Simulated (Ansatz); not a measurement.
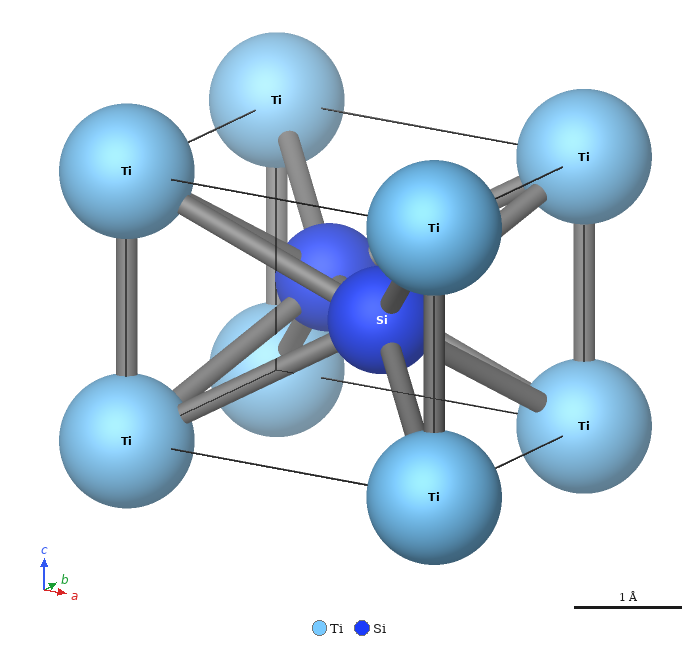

A ball-and-stick picture of a crystal structure, seen slightly off an axis. The box is the conventional unit cell; atoms on or close to its faces, edges and corners are drawn wherever they repeat. Cell: a = 4.37 Å, b = 4.37 Å, c = 2.56 Å, α = 90.00°, β = 90.00°, γ = 120.00°.

The structure comes from a structure type filled with these elements by a generator (whether the compound takes this form wasn't checked). Earlier steps of the study may have refined or changed the cell and positions. A calculation with Ansatz used it as input.

### What structure is drawn here?

The structure is one of TiSi2. Space group: P6/mmm (No. 191). Lattice: primitive hexagonal. Among the common structure types it is AlB₂ type. There are 3 atoms in the cell: 1 Ti, 2 Si. By contacts within bonding range, the coordination numbers are Ti 14 and Si 11.

Setup: DFT PBE, scalar-relativistic, plane waves, PAW (Ansatz 0.2.0); 420 eV cutoff, a 12×12×18 sampling of the Brillouin zone, Gaussian smearing of 0.1 eV, no spin polarisation.

### What is the band gap, if any?

A metal: bands cross the Fermi level.

### Predict the Bader charges.

Ti +1.06 e; Si -0.53 e.

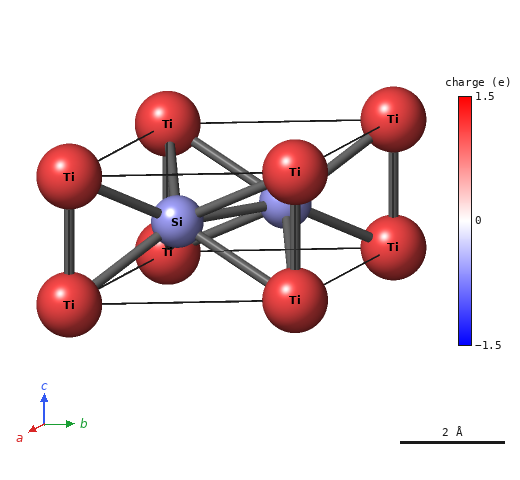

The atoms coloured by those charges. The run's cell of 3 atoms is drawn.

### Can this geometry be taken as optimised?

Yes. All forces vanish to within 0.01 eV/Å. The pressure is 0.0 GPa, close to zero.
